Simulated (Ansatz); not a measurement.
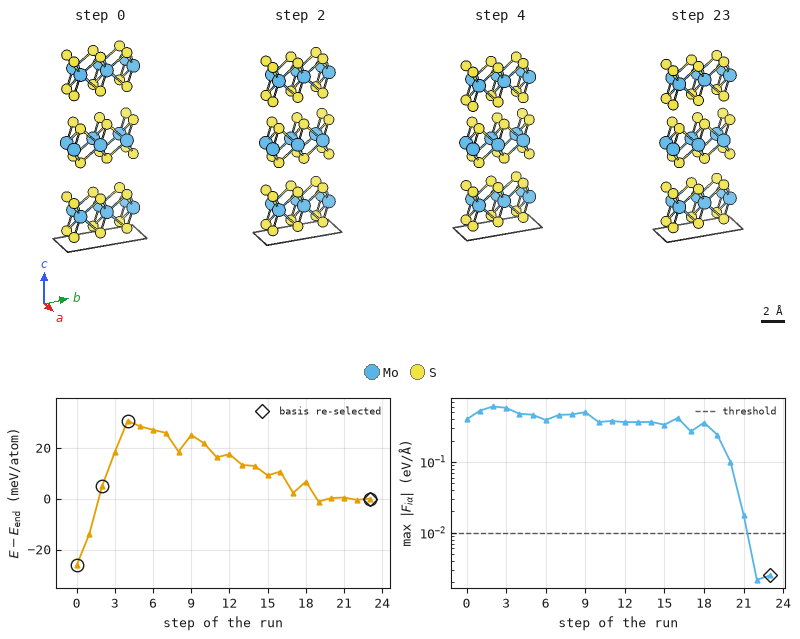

Frames of a relaxation of crystalline MoS$_{2}$ (set up in P-6m2), marked on the history of the run. The picture is a ball-and-stick view of the 2 × 3 repeat of the cell, outlined in the plane, without the vacuum, seen slightly off an axis.

The run lets cell and atoms move.

All numbers below come from Kohn-Sham DFT of a periodic cell, LDA, Ansatz PAW in Ansatz.

Input file:
```yaml
crystal:
  lattice:
    - [3.1840155185, 0.0, 0.0]
    - [-1.5920077592, 2.757438325, 0.0]
    - [0.0, 0.0, 28.3873198]
  atoms:
    - { symbol: Mo, position: [0.3333333333, 0.6666666667, 0.22816477] }
    - { symbol: Mo, position: [0.3333333333, 0.6666666667, 0.77183523] }
    - { symbol: Mo, position: [0.6666666667, 0.3333333333, 0.0] }
    - { symbol: S, position: [0.6666666667, 0.3333333333, 0.17349309] }
    - { symbol: S, position: [0.6666666667, 0.3333333333, 0.71718751] }
    - { symbol: S, position: [0.3333333333, 0.6666666667, 0.94533412] }
    - { symbol: S, position: [0.6666666667, 0.3333333333, 0.28281249] }
    - { symbol: S, position: [0.6666666667, 0.3333333333, 0.82650691] }
    - { symbol: S, position: [0.3333333333, 0.6666666667, 0.05466588] }
hamiltonian:
  xc: lda
  pseudopotentials: { kind: paw }
kpoints:
  mp_grid: { grid: [7, 7, 1] }
scf:
  occupations: { method: fermi_dirac, width: 0.05 }
output:
  forces: true
  stress: true
  eigenvalues: true
  write_density: true
  write_potential: true
  elf: true
  volumetric_format: npy
relax:
  f_tol: 0.01
  max_steps: 40
  cell: { stress_tol: 0.05, p_target: 10.0 }
```

Command:
```bash
ansatz run input.yaml --threads 4 --pin off --max-ram 11264MiB --backend cpu --events-out ev --progress --plain --runs-dir out
```

Q: Describe the path.

A: The largest moves, 0.87 Å, are those of S atoms. Largest moves by element: S 0.87 Å, Mo 0.86 Å. In the plane the drawn cell goes a 6.368 → 6.097 Å (−4.3 %), b 9.552 → 9.146 Å (−4.3 %). Among the contacts that change: Mo–Mo 3.184 → 3.049 Å, Mo–S 2.406 → 2.354 Å. Among the angles between lasting bonds that change: S–Mo–S 80.3° → 83.2°, Mo–S–Mo 82.9° → 80.7°, S–Mo–S 82.9° → 80.7°. The space group stays P-6m2 (No. 187). After 22 accepted moves (23 points after the start) the energy has risen by 26.2 meV per atom. Largest force component: 0.4 eV/Å at the start, 0.0025 eV/Å at the end. The SCF was repeated once at an unchanged geometry on a basis and grid sized afresh for the cell, which shifted the energy by 0.4 meV per atom at most. From step 0 to 2: Mo and S atoms move most (0.60 Å), energy +31.2 meV per atom. From step 2 to 4: Mo and S atoms move most (0.43 Å), energy +25.6 meV per atom. From step 4 to 23: Mo and S atoms move most (0.15 Å), energy −30.7 meV per atom.

```csv
step,"E − E(0), meV/atom","largest force component, eV/Å",note
0,0.00,0.3961,
1,12.45,0.5262,
2,31.23,0.6052,
3,44.62,0.5778,
4,56.87,0.4770,
5,54.68,0.4622,
6,53.34,0.3887,
7,52.16,0.4600,
8,44.78,0.4664,
9,51.32,0.5033,
10,48.07,0.3639,
11,42.52,0.3779,
12,43.78,0.3635,
13,39.52,0.3641,
14,39.13,0.3656,
15,35.39,0.3338,
16,36.93,0.4171,
17,28.49,0.2683,
18,32.98,0.3581,
19,25.11,0.2410,
20,26.51,0.1001,
21,26.71,0.0178,
22,25.77,0.0022,
23,26.21,0.0025,"same geometry, new basis"
```

Limits of the set-up: layers or molecules are held without a dispersion correction, so their spacing is unreliable.
